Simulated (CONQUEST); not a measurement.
# GaSb: single-point calculation at one volume of an equation of state

System: GaSb (4 atoms in the cell).
Method: Kohn-Sham DFT of a periodic cell, LDA, PseudoDojo NC LDA, no spin polarisation (CONQUEST 1.3).

The structure derives from an entry of the Crystallography Open Database. It belongs to a series of runs on one base structure; here: volume scaled by 0.94.

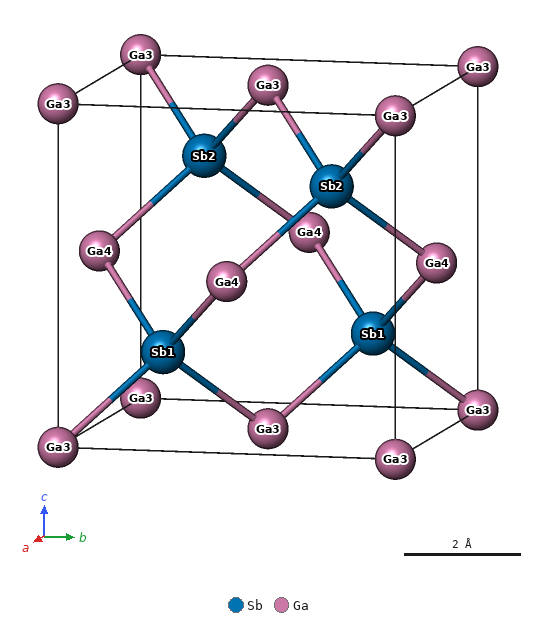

**Figure 1.** The structure (ball-and-stick view of the cell 2 times as large as that of the calculation, set on its symmetry axes, seen slightly off an axis; atoms are numbered from 1 in the order of the input). Near neighbours in the crystal (not all of them lie inside the picture): Sb has 4 Ga at 2.60 Å; Ga has 4 Sb at 2.60 Å.

## Input file
```
IO.Title GaSb
IO.Coordinates coords.dat
IO.FractionalAtomicCoords T
IO.Iprint 2
IO.Iprint_init 1
General.NumberOfSpecies 2
General.PseudopotentialType hamann
AtomMove.TypeOfRun static
AtomMove.FullStress T
Grid.PointsAlongX 48
Grid.PointsAlongY 48
Grid.PointsAlongZ 60
DM.SolutionMethod diagon
Diag.MPMesh T
Diag.GammaCentred T
Diag.MPMeshX 6
Diag.MPMeshY 6
Diag.MPMeshZ 5
Diag.kT 0.00183747
minE.SCTolerance 1e-6
SC.MaxIters 100
IO.AtomChargeOutput T
%block ChemicalSpeciesLabel
1 121.750 Sb
2 69.720 Ga
%endblock
```

Hardware: 1 thread of AMD EPYC (Zen 4), 16 GiB of memory available, shared host.

Launched with:
```bash
Conquest
```

## What the program printed
```
Simulation cell dimensions:     8.0082 a0 x     8.0082 a0 x    11.3253 a0

      Atomic coordinates (a0)
         Atom         X         Y         Z  Species
            1    0.0000    4.0041    2.8313        1
            2    4.0041    0.0000    8.4940        1
            3    0.0000    0.0000    0.0000        2
            4    4.0041    4.0041    5.6627        2

         Monkhorst-Pack mesh:   6 x   6 x   5 gamma-centred
        This calculation includes non-local pseudopotentials,
         with a maximum core radius of      7.96143864

    Job title: GaSb
    Job to be run: static calculation

    Ground state search:
      Support functions represented with PAO basis
      1:1 PAO to SF mapping
      Non-spin-polarised electrons
      Solving for the K matrix using diagonalisation
      Using Fermi-Dirac smearing

    Integration grid size:     48 x   48 x   60

    Integration grid spacing:  0.167 a0 x 0.167 a0 x 0.189 a0

    Number of species:  2
    --------------------------------------------------------
    |   #  mass (au)  Charge (e)  SF Rad (a0)  NSF  Label  |
    --------------------------------------------------------
    |   1    121.750      15.000        7.550   18  Sb     |
    |   2     69.720      13.000        8.305   18  Ga     |
    --------------------------------------------------------
          SCF tolerance:                 0.00000100
          SCF iterations:               100

    LibXC version:  6. 2. 2
    Using the LDA functional Slater exchange
    Using the LDA functional Perdew & Wang

           radial cut-off to be used is taken to be max PAO cut-off radius for this species:    7.346847

           greatest ang. mom. for making density from PAOs:  2

           radial cut-off to be used is taken to be max PAO cut-off radius for this species:    7.961439

           greatest ang. mom. for making density from PAOs:  2
    Minimum blocs/proc is     2160. Maximum blocs/proc is     2160
    set_atom_dens: In set_atomic_density, electrons :      56.000000000000
 matrix_size & matrix_size_padH =           72          72

    Screened ion int: energy:    -258.778919560605 Ha

    new_SC_potl: Starting.  Tolerance:  0.10000E-05

    PulayMixSC: Starting Pulay mixing, A_up =  0.500 A_dn =  0.500
    PulayMixSC: Spin non-polarised calculation.
          Harris-Foulkes Energy            :      -334.197081360172490 Ha
          GroundState Energy (E-(1/2)TS)   :      -334.197082953250288 Ha
          Free Energy (E-TS)               :      -334.197084546328085 Ha
          DFT Total Energy                 :      -334.178527627184394 Ha
          Total number of electrons        :        56.000000000001698
    PulayMixSC: Pulay iteration     1 residual:              0.15808E-02
          Harris-Foulkes Energy            :      -334.185576656171293 Ha
          GroundState Energy (E-(1/2)TS)   :      -334.185581723069902 Ha
          Free Energy (E-TS)               :      -334.185586789968568 Ha
          DFT Total Energy                 :      -334.183743176611813 Ha
          Total number of electrons        :        56.000035946147996
    PulayMixSC: Pulay iteration     2 residual:              0.57647E-03
          Harris-Foulkes Energy            :      -334.184129800465371 Ha
          GroundState Energy (E-(1/2)TS)   :      -334.184135446778669 Ha
          Free Energy (E-TS)               :      -334.184141093091966 Ha
          DFT Total Energy                 :      -334.184084296776120 Ha
          Total number of electrons        :        56.000062039868077
    PulayMixSC: Pulay iteration     3 residual:              0.12145E-03
          Harris-Foulkes Energy            :      -334.184093959461336 Ha
          GroundState Energy (E-(1/2)TS)   :      -334.184099945510525 Ha
          Free Energy (E-TS)               :      -334.184105931559714 Ha
          DFT Total Energy                 :      -334.184092137124026 Ha
          Total number of electrons        :        56.000067645868342
    PulayMixSC: Pulay iteration     4 residual:              0.35114E-04
          Harris-Foulkes Energy            :      -334.184092882195159 Ha
          GroundState Energy (E-(1/2)TS)   :      -334.184098836800104 Ha
          Free Energy (E-TS)               :      -334.184104791405048 Ha
          DFT Total Energy                 :      -334.184092751928631 Ha
          Total number of electrons        :        56.000068763856952
    PulayMixSC: Pulay iteration     5 residual:              0.38487E-05
          Harris-Foulkes Energy            :      -334.184093063622527 Ha
          GroundState Energy (E-(1/2)TS)   :      -334.184099020710050 Ha
          Free Energy (E-TS)               :      -334.184104977797574 Ha
          DFT Total Energy                 :      -334.184093063037494 Ha
          Total number of electrons        :        56.000069295999502
    PulayMixSC: Pulay iteration     6 residual:              0.29297E-06
    PulayMixSC: Reached SCF tolerance of  0.29297E-06 after      6 iterations
      | Number of electrons      =        56.000069
      |* band energy as 2Tr[K.H] =       -44.986978461297312 Ha
      |  screened ion-ion energy =      -258.778919560604720 Ha
      |  Ha correction           =         0.961568743312599 Ha
      |  XC correction           =       -31.379767052155643 Ha
      | GS Energy as E-(1/2)TS   =      -334.184099020710050 Ha
      | Free Energy as E-TS      =      -334.184104977797574 Ha
      |* Harris-Foulkes energy   =      -334.184093063622527 Ha
      |* DFT total energy        =      -334.184093063037494 Ha
      |  estimated accuracy      =        -0.000000000585032 Ha

    force: Forces on atoms (Ha/a0)
    force:  Atom   X              Y              Z
    force:     1  -0.0000000000   0.0000000000  -0.0000000000
    force:     2   0.0000000000  -0.0000000000   0.0000000000
    force:     3  -0.0000000000  -0.0000000000   0.0000000000
    force:     4   0.0000000000   0.0000000000   0.0000000000

    force: Maximum force :        0.00000000(Ha/a0) on atom         3 in z direction
    force: Force Residual:        0.00000000 Ha/a0
    force: Total stress:         -1.91149394     0.00000000     0.00000000 GPa
                            -0.00000000    -1.91149394     0.00000000
                             0.00000000     0.00000000    -1.79728582
    force: Average pressure:      1.87342456 GPa

    force: Finished force
    get_E_and_F: Change in energy during last step of electronic optimisation: -0.18143E-06

    BIBLIOGRAPHY: Please consider citing the following references in the conquest.bib file

    CONQUEST:         Bowler2002pt, Miyazaki2004, Nakata2020
    Basis:            Bowler2019
    DM:               Bowler:2006xr
    Pseudopotentials: Hamann2013, Bowler2019
    XC references from LibXC:
      P. A. M. Dirac.,  Math. Proc. Cambridge Philos. Soc. 26, 376 (1930)
```

## File coords.dat
```
    8.0082193401     0.0000000000     0.0000000000
    0.0000000000     8.0082193401     0.0000000000
    0.0000000000     0.0000000000    11.3253324021
4
  0.0000000000   0.5000000000   0.2500000000 1 T T T
  0.5000000000   0.0000000000   0.7500000000 1 T T T
  0.0000000000   0.0000000000   0.0000000000 2 T T T
  0.5000000000   0.5000000000   0.5000000000 2 T T T
```

## Summary

| quantity | value |
| --- | --- |
| outcome | converged |
| space group (tolerance 0.01 Å) | F-43m (216) |
| electrons treated | 56 |
| free energy | −9093.6128 eV |
| Fermi energy | −4.390 eV |
| gap on the k-point mesh | 0.32 eV |
| pressure | 1.87 GPa |
| largest force (length of the vector) | under 0.001 eV/Å |
| wall time | 53 s |
| peak memory | 1.1 GiB |
